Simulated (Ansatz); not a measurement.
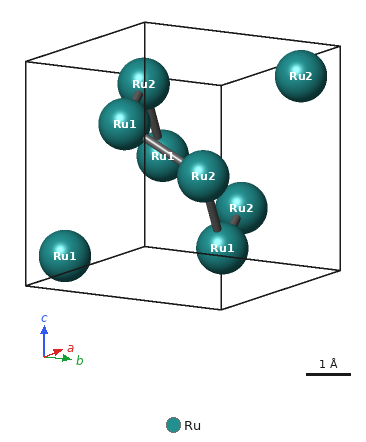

The structure (ball-and-stick view of the cell 4 times as large as that of the calculation, set on its symmetry axes, seen at an oblique angle; atoms are numbered from 1 in the order of the input). Near neighbours in the crystal (not all of them lie inside the picture): Ru has 4 Ru at 2.27 Å.

# What a change does: single-point calculation on Ru

System: Ru (Fd-3m, 2 atoms in the cell).
Method of run 1: DFT, PBEsol, plane waves (420 eV) with PAW, scalar-relativistic, no spin polarisation (Ansatz 0.2.0).

Text and figures count atoms from 1; the logs count them from 0 in places.

**The input, run 1**
```yaml
crystal:
  lattice:
    - [0.0, 2.6218774875, 2.6218774875]
    - [2.6218774875, 0.0, 2.6218774875]
    - [2.6218774875, 2.6218774875, 0.0]
  atoms:
    - { symbol: Ru, position: [0.125, 0.125, 0.125] }
    - { symbol: Ru, position: [0.875, 0.875, 0.875] }
hamiltonian:
  xc: pbesol
  pseudopotentials:
    kind: paw
    azcp:
      Ru: "pseudopotentials/Ru.paw.azcp"
basis:
  ecutwfc: 420
  fft_grid_basis: typed
kpoints:
  mp_grid: { grid: [11, 11, 11], shift: [0, 0, 0] }
magnetization:
  spin_polarized: false
scf:
  occupations: { method: fermi_dirac, width: 0.1 }
  lower_state_search: "off"
output:
  stress: true
```

Hardware: 2 threads of an Arm (aarch64) CPU, shared host.

**Output, shortened to warnings, some set-up lines, iterations and results (run 1)**
```
Warning: [file] the record states the generating functional pbe (its physics header spells it `PBE`), which answers neither for hamiltonian.xc's functional nor for the pbesol family's — results may be inconsistent (PPs are generated against a specific XC)
Basis set: ecut = 420 eV, 725 PW (Γ)
Symmetry: 48 space group operations
k-points: 56 of 1331
Initial density: superposition of atomic densities (neutral atoms: chi_scale 0, normalization atom), corrected by the library's trained network
[...]
SCF iter   1: F=—  HF=-11630.128682 eV  |F-HF|=—  |Δ(HF+E_count)|=         —  Δρ=4.10e-3  dr2=1.91e-3  ethr=1.77e-3  ⟨swp⟩=5.1  Hψ=5023  notcnv=0
SCF iter   2: F=—  HF=-11630.128123 eV  |F-HF|=—  |Δ(HF+E_count)|=   5.59e-4  Δρ=2.40e-3  dr2=7.42e-4  ethr=5.98e-6  ⟨swp⟩=2.1  Hψ=1977  notcnv=0
SCF iter   3: F=—  HF=-11630.128222 eV  |F-HF|=—  |Δ(HF+E_count)|=   9.90e-5  Δρ=3.68e-4  dr2=5.01e-5  ethr=2.32e-6  ⟨swp⟩=2.2  Hψ=1887  notcnv=0
SCF iter   4: F=—  HF=-11630.128228 eV  |F-HF|=—  |Δ(HF+E_count)|=   6.54e-6  Δρ=1.24e-4  dr2=6.87e-6  ethr=1.57e-7  ⟨swp⟩=2.0  Hψ=1446  notcnv=0
SCF iter   5: F=—  HF=-11630.128229 eV  |F-HF|=—  |Δ(HF+E_count)|=   7.77e-7  Δρ=3.11e-5  dr2=2.10e-7  ethr=2.15e-8  ⟨swp⟩=2.4  Hψ=1522  notcnv=0
SCF iter   6: F=-11630.128229 eV  HF=-11630.128229 eV  |F-HF|=8.91e-10  |Δ(HF+E_count)|=   3.88e-8  Δρ=4.49e-6  dr2=4.95e-9  ethr=3.13e-10  ⟨swp⟩=4.0  Hψ=3648  notcnv=0
SCF 1 converged in 6 iterations: F = -11630.128229 eV  dr2 = 4.95e-9
SCF converged after 6 iterations
Free energy (F): -11630.128229 eV
Harris-Foulkes:  -11630.128229 eV  (|F-HF|=8.91e-10)
Internal energy: -11630.073815 eV  (E = F + TS)
E sigma→0 (E₀):  -11630.101022 eV
Entropy (-TS):   -0.054414 eV (-27.207 meV/atom)
Fermi energy:    16.479682 eV
--- Per-component energies (eV) ---
  E_band       = -327.065852
  E_kinetic    = 1036.558716
  E_local      = -3658.370877  (includes V_loc(G=0)·N_el)
  E_nonlocal   = 695.711689
  E_hartree    = 1262.688743
  E_xc         = -378.291022
  E_vxc        = -476.476195  (∫ρ·V_xc dr)
  E_paw        = -6802.010144  (= ΣΔE_a)
  E_vpaw       = -449.869743  (= ΣTr[D̂ρ^β])
  E_aug_tail   = -0.000370  (compensation charges beyond the density's cutoff)
  E_ewald      = -3786.867142
  E_core_change = 0.506592  (= ΣΔE_core)
  E_smearing   = -0.054414  (= −TS)
  E_closure    = -0.000000  (closes the sum)
  Σ components = -11630.128229   (vs F -11630.128229, Δ=0.00e0)
--- Stress (GPa, compression-positive) ---
       18.465240      -0.000000       0.000000
        0.000000      18.465240       0.000000
        0.000000       0.000000      18.465240
  P = ⅓ Tr σ = 18.4652 GPa (184.652 kbar)
```

For run 2 the input was changed thus:
```diff
-    - [0.0, 2.6218774875, 2.6218774875]
-    - [2.6218774875, 0.0, 2.6218774875]
-    - [2.6218774875, 2.6218774875, 0.0]
+    - [0.0, 2.6593379413, 2.6593379413]
+    - [2.6593379413, 0.0, 2.6593379413]
+    - [2.6593379413, 2.6593379413, 0.0]
```

What does this change do to the results?

With the same functional and potentials, run 2 lies 64.3 meV per atom lower. The pressure goes from 18.47 to 8.21 GPa. The volume per atom goes from 18.02 to 18.81 Å³. The cell is scaled evenly with the atoms at fixed fractional positions, so −ΔP/Δ ln V estimates the bulk modulus midway between the two volumes: about 240 GPa. The number of SCF iterations is the same.

**Output, shortened to warnings, some set-up lines, iterations and results (run 2)**
```
Warning: [file] the record states the generating functional pbe (its physics header spells it `PBE`), which answers neither for hamiltonian.xc's functional nor for the pbesol family's — results may be inconsistent (PPs are generated against a specific XC)
Basis set: ecut = 420 eV, 725 PW (Γ)
Symmetry: 48 space group operations
k-points: 56 of 1331
Initial density: superposition of atomic densities (neutral atoms: chi_scale 0, normalization atom), corrected by the library's trained network
[...]
SCF iter   1: F=—  HF=-11630.255608 eV  |F-HF|=—  |Δ(HF+E_count)|=         —  Δρ=4.49e-3  dr2=2.08e-3  ethr=1.77e-3  ⟨swp⟩=5.2  Hψ=4859  notcnv=0
SCF iter   2: F=—  HF=-11630.256514 eV  |F-HF|=—  |Δ(HF+E_count)|=   9.06e-4  Δρ=2.56e-3  dr2=7.41e-4  ethr=6.50e-6  ⟨swp⟩=2.2  Hψ=2138  notcnv=0
SCF iter   3: F=—  HF=-11630.256813 eV  |F-HF|=—  |Δ(HF+E_count)|=   2.99e-4  Δρ=3.50e-4  dr2=3.97e-5  ethr=2.31e-6  ⟨swp⟩=2.1  Hψ=1828  notcnv=0
SCF iter   4: F=—  HF=-11630.256822 eV  |F-HF|=—  |Δ(HF+E_count)|=   8.38e-6  Δρ=1.06e-4  dr2=5.56e-6  ethr=1.24e-7  ⟨swp⟩=1.8  Hψ=1323  notcnv=0
SCF iter   5: F=—  HF=-11630.256823 eV  |F-HF|=—  |Δ(HF+E_count)|=   9.70e-7  Δρ=3.34e-5  dr2=2.84e-7  ethr=1.74e-8  ⟨swp⟩=2.2  Hψ=1505  notcnv=0
SCF iter   6: F=-11630.256823 eV  HF=-11630.256823 eV  |F-HF|=1.07e-9  |Δ(HF+E_count)|=   3.26e-8  Δρ=4.83e-6  dr2=5.44e-9  ethr=3.13e-10  ⟨swp⟩=4.0  Hψ=3694  notcnv=0
SCF 1 converged in 6 iterations: F = -11630.256823 eV  dr2 = 5.44e-9
SCF converged after 6 iterations
Free energy (F): -11630.256823 eV
Harris-Foulkes:  -11630.256823 eV  (|F-HF|=1.07e-9)
Internal energy: -11630.199685 eV  (E = F + TS)
E sigma→0 (E₀):  -11630.228254 eV
Entropy (-TS):   -0.057138 eV (-28.569 meV/atom)
Fermi energy:    15.555948 eV
--- Per-component energies (eV) ---
  E_band       = -353.106345
  E_kinetic    = 1033.258915
  E_local      = -3736.200949  (includes V_loc(G=0)·N_el)
  E_nonlocal   = 694.918334
  E_hartree    = 1289.566308
  E_xc         = -377.162543
  E_vxc        = -474.972291  (∫ρ·V_xc dr)
  E_paw        = -6801.562053  (= ΣΔE_a)
  E_vpaw       = -449.244362  (= ΣTr[D̂ρ^β])
  E_aug_tail   = -0.000410  (compensation charges beyond the density's cutoff)
  E_ewald      = -3733.523880
  E_core_change = 0.506592  (= ΣΔE_core)
  E_smearing   = -0.057138  (= −TS)
  E_closure    = 0.000000  (closes the sum)
  Σ components = -11630.256823   (vs F -11630.256823, Δ=0.00e0)
--- Stress (GPa, compression-positive) ---
        8.213210       0.000000       0.000000
       -0.000000       8.213210      -0.000000
       -0.000000       0.000000       8.213210
  P = ⅓ Tr σ = 8.2132 GPa (82.132 kbar)
```

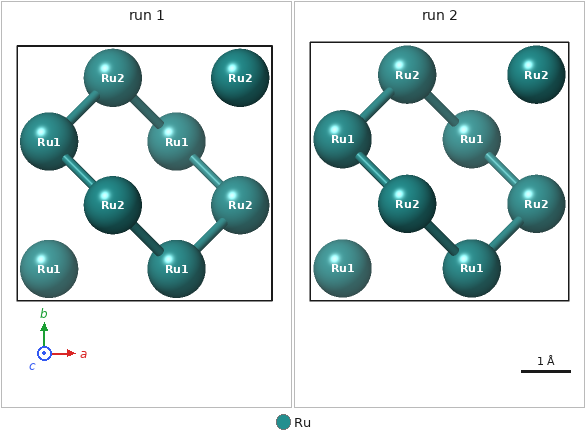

The two input geometries at one scale (ball-and-stick view of the cell 4 times as large as that of the calculation, set on its symmetry axes, along the c axis). No atom moves by more than 0.005 Å relative to the cell. The drawn cell changes as follows: a = b = c 5.244 → 5.319 Å (+1.4 %); the volume changes by +4.3 %. Among the contacts that change: Ru1–Ru2 2.271 → 2.303 Å.

**The two runs side by side**

```tsv
quantity	run 1	run 2
outcome	converged	converged
free energy per atom (eV)	−5815.0641	−5815.1284
energy per atom, smearing taken to zero (eV)	−5815.0505	−5815.1141
pressure (GPa)	18.47	8.21
volume per atom (Å³)	18.02	18.81
SCF iterations	6	6
irreducible k-points	56	56
plane waves at Γ	725	725
wall time (shared host)	1.2 s	1.2 s
```

For both runs: Warnings: the PAW datasets were made with another functional. For run 1: The cell is under a pressure of 18.5 GPa at this level, so it is not at its equilibrium volume. For run 2: The cell is under a pressure of 8.2 GPa at this level, so it is not at its equilibrium volume.
